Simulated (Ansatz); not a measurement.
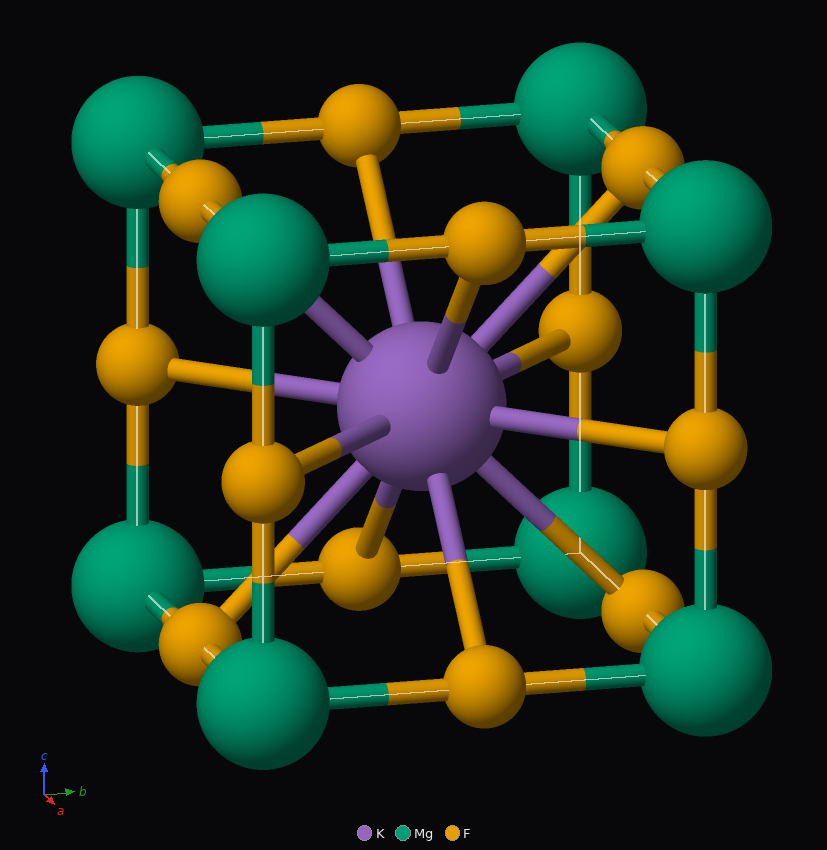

An orthographic ball-and-stick view of the structure, slightly off an axis. The box is the simulation cell; atoms on or close to its faces, edges and corners are drawn wherever they repeat.

Full input:
```yaml
crystal:
  lattice:
    - [4.0536420869, 0.0, 0.0]
    - [0.0, 4.0536420869, 0.0]
    - [0.0, 0.0, 4.0536420869]
  atoms:
    - { symbol: K, position: [0.5, 0.5, 0.5] }
    - { symbol: Mg, position: [0.0, 0.0, 0.0] }
    - { symbol: F, position: [0.0, 0.5, 0.0] }
    - { symbol: F, position: [0.5, 0.0, 0.0] }
    - { symbol: F, position: [0.0, 0.0, 0.5] }
basis:
  ecutwfc: 420
kpoints:
  mp_grid: { grid: [6, 6, 6] }
  band_path:
    path:
      - [[0.0, 0.0, 0.0], [0.0, 0.5, 0.0], [0.5, 0.5, 0.0], [0.0, 0.0, 0.0], [0.5, 0.5, 0.5], [0.0, 0.5, 0.0]]
      - [[0.5, 0.5, 0.5], [0.5, 0.5, 0.0]]
    npoints: 14
hamiltonian:
  xc: lda
scf:
  occupations: { method: gaussian, width: 0.02 }
  n_extra_bands: 12
output:
  forces: true
  stress: true
  eigenvalues: true
  populations: true
  dos: { projected: true, de: 0.02, nscf_kmesh: { grid: [9, 9, 9] } }
  bader: true
  write_density: true
  write_potential: true
  elf: true
  volumetric_format: npy
```
Run as:
```sh
ansatz run input.yaml --threads 1 --pin off --max-ram 2560MiB --backend cpu --events-out ev --progress --plain --runs-dir out
```

Run with DFT LDA, scalar-relativistic, plane waves, PAW in Ansatz and these settings: a kinetic-energy cutoff of 420 eV, a 6×6×6 grid in reciprocal space, Gaussian smearing of 0.02 eV, no spin polarisation.

What charge does Bader's analysis assign to each element?

Answer. K +0.87 e; Mg +1.76 e; F -0.88 e. The transfer is large, as in an ionic solid.

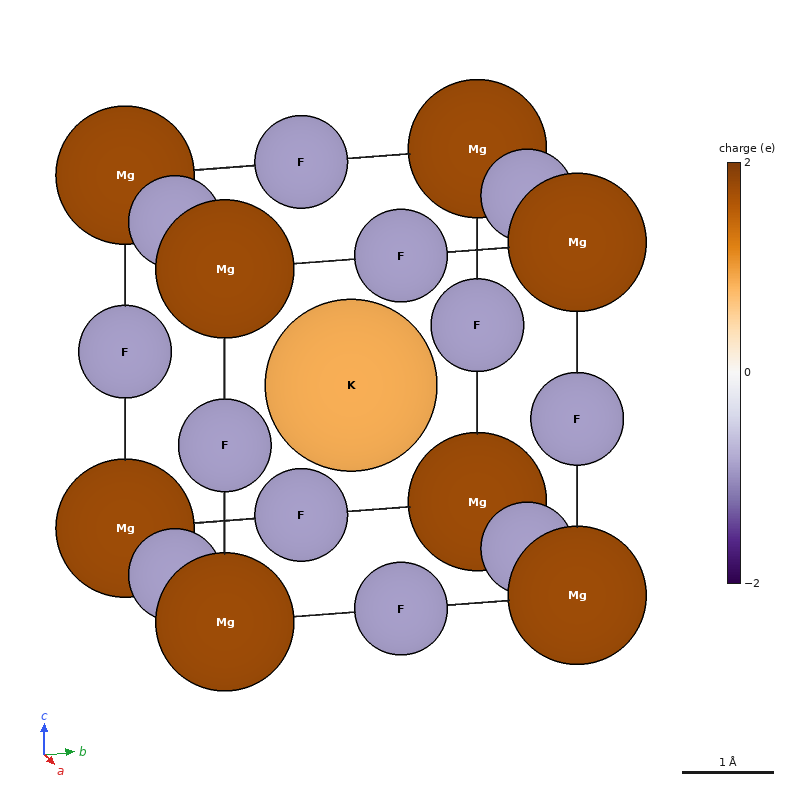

The atoms coloured by those charges.

Provenance: a structure type filled with these elements by a generator (whether the compound takes this form wasn't checked). Earlier steps of the study may have refined or changed the cell and positions. It was the input of a calculation with Ansatz.

At this level of theory the cell isn't at rest (stretched, at -7 GPa), so its distances can differ from those at equilibrium, the more so the softer the solid.
